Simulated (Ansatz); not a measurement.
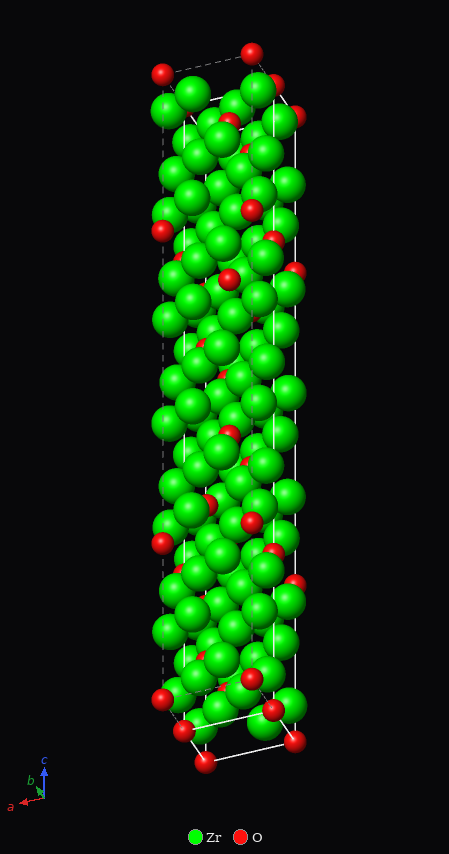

Drawn in the spheres-only manner and seen from a general direction. The solid frame is a single conventional unit cell within a 1×2×1 block.

Explain the picture.

- The structure is one of Zr₄O.
- The lattice is rhombohedral (trigonal R) and the space group R-3 (No. 148).
- In the cell are 36 Zr, 9 O, which makes 9 formula units.

The structure comes from a structure listed in the Materials Project. It was relaxed at fixed volume with DFT PBEsol, scalar-relativistic, plane waves, PAW (Ansatz 0.2.0).
